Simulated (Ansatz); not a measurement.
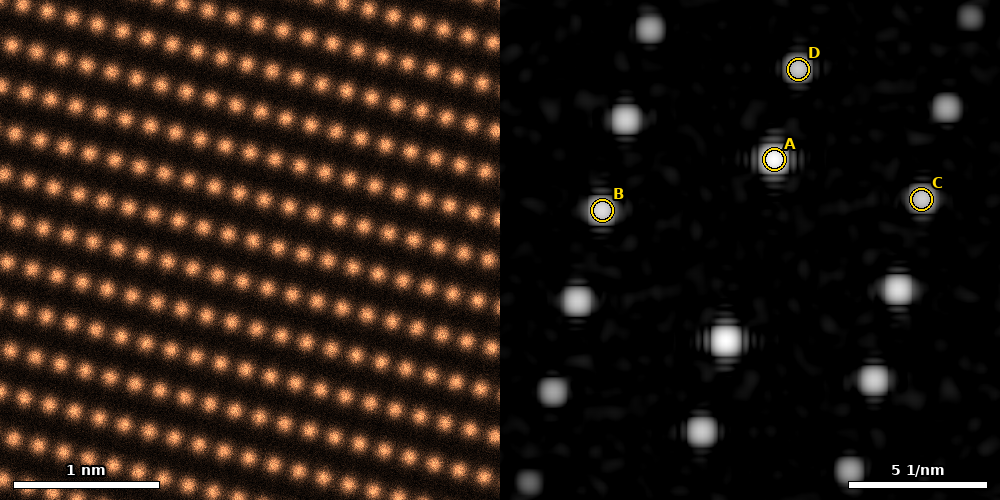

iDPC-like image of a crystal. Simulated as the projected potential of neutral atoms (B = 0.5 Å²) blurred by a 0.67 Å probe, the thin-sample limit of integrated differential phase contrast. Shot noise was added.

The right panel is the modulus of the image's Fourier transform on a logarithmic scale.

Question: Which lattice spacings do the marked spots stand for, and what angle do A and B enclose?

Answer: A: 2.9 Å, B: 1.8 Å, C: 1.5 Å, D: 1.5 Å; A and B enclose about 90°.

The crystal is Pb (P6_3/mmc, No. 194) along [210]; the spots are (002), (1 -2 0), (-1 2 2) and (004). Atomic positions: the end point of a relaxation at fixed volume with Ansatz, DFT PBE, spin-orbit coupling, plane waves, PAW; the starting structure was generated, so it need not be a known form of this composition.
